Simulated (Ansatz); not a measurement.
The coordinates of a crystal:

```yaml
crystal:
  lattice:
    - [3.88603, 0.00000, 0.00000]
    - [-1.94302, 3.36540, 0.00000]
    - [0.00000, 0.00000, 19.29243]
  atoms:
    - { symbol: Ga, position: [0.66667, 0.33333, 0.76871] }
    - { symbol: Ga, position: [0.66667, 0.33333, 0.89796] }
    - { symbol: P, position: [0.33333, 0.66667, 0.72406] }
    - { symbol: P, position: [0.00000, 0.00000, 0.94261] }
    - { symbol: Ga, position: [0.33333, 0.66667, 0.10204] }
    - { symbol: Ga, position: [0.33333, 0.66667, 0.23129] }
    - { symbol: P, position: [0.00000, 0.00000, 0.05739] }
    - { symbol: P, position: [0.66667, 0.33333, 0.27594] }
    - { symbol: Ga, position: [0.00000, 0.00000, 0.43537] }
    - { symbol: Ga, position: [0.00000, 0.00000, 0.56463] }
    - { symbol: P, position: [0.66667, 0.33333, 0.39072] }
    - { symbol: P, position: [0.33333, 0.66667, 0.60928] }
```

> What does this file describe?

The stoichiometry is GaP. Space group: R-3m (No. 166). Lattice: rhombohedral (trigonal R). Atoms per cell: 12 (6 Ga, 6 P). Each Ga atom is coordinated by three P and one Ga in a tetrahedral arrangement (2.40 Å to P, 2.49 Å to Ga). P is linked to three Ga and one P in a distorted tetrahedral arrangement (2.40 Å to Ga, 2.21 Å to P). The bonds build a three-dimensional framework.

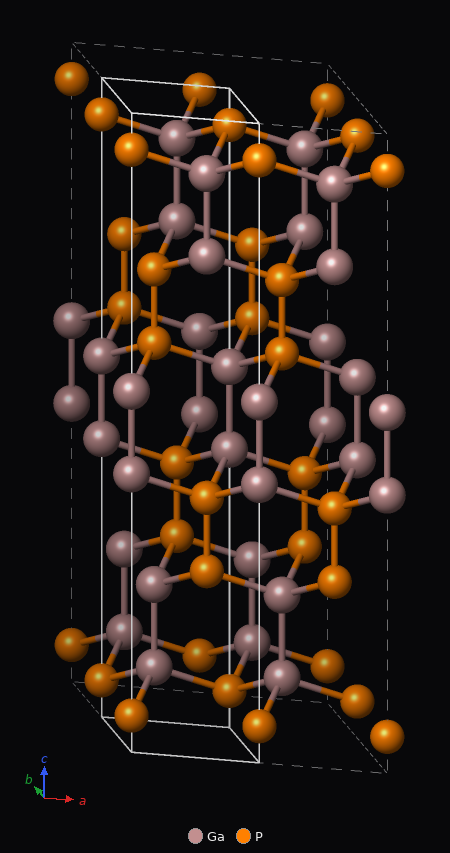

A ball-and-stick rendering, viewed slightly off an axis. Solid lines give the conventional unit cell, repeated here 2×2×1 times. Colours: gallium pink, phosphorus orange.

Its origin is a structure listed in the Materials Project. Earlier steps of the study may have refined or changed the cell and positions. A calculation with Ansatz used it as input.
